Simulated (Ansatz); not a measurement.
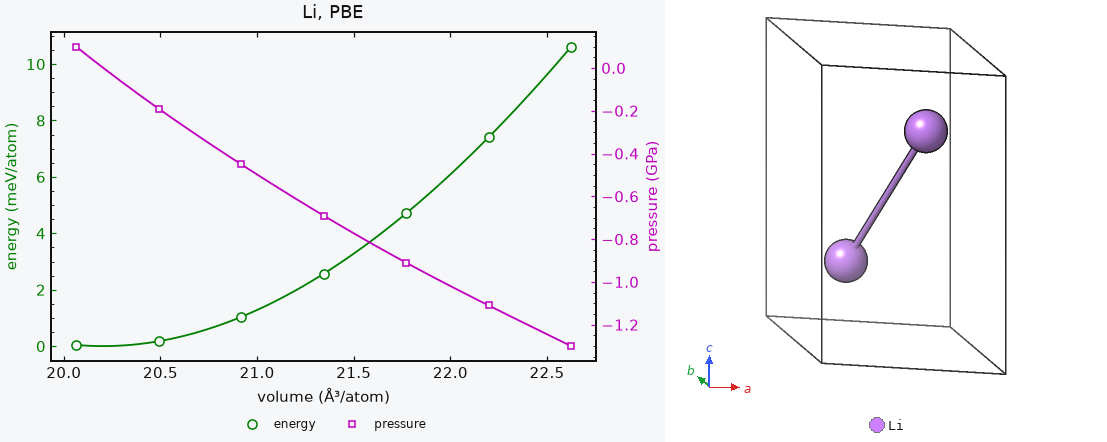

Plotted: energy and pressure against volume for Li, space group P6_3/mmc (No. 194). The conventional cell is drawn beside the plot.

Cell as given: a = 3.111 Å, b = 3.111 Å, c = 5.093 Å, α = 90.00°, β = 90.00°, γ = 120.00°; 2 atoms.

Method: plane-wave DFT, no spin polarisation; energies at scaled volumes of the given cell, shape and fractions fixed, counted from the fit's minimum, third-order Birch-Murnaghan fit (Ansatz 0.2.0). Level: PBE.

k mesh 10×10×5; occupations Fermi–Dirac; smearing width 0.05 eV; potentials Ansatz PAW; wave cutoff 420 eV; density cutoff 1680 eV.

Q: What equilibrium volume and bulk modulus follow from the curve?

A: A third-order Birch–Murnaghan fit gives V0 = 20.20 Å³/atom, B0 = 13.8 GPa and B′ = 3.3.

Q: What does the pressure do across the range?

A: It falls from 0.10 GPa at volume 20.06 Å³/atom to −1.30 GPa at 22.62 Å³/atom.

Limits of the calculation: shape and atomic fractions are frozen while scaling, which makes layered, chain and framework solids too stiff.
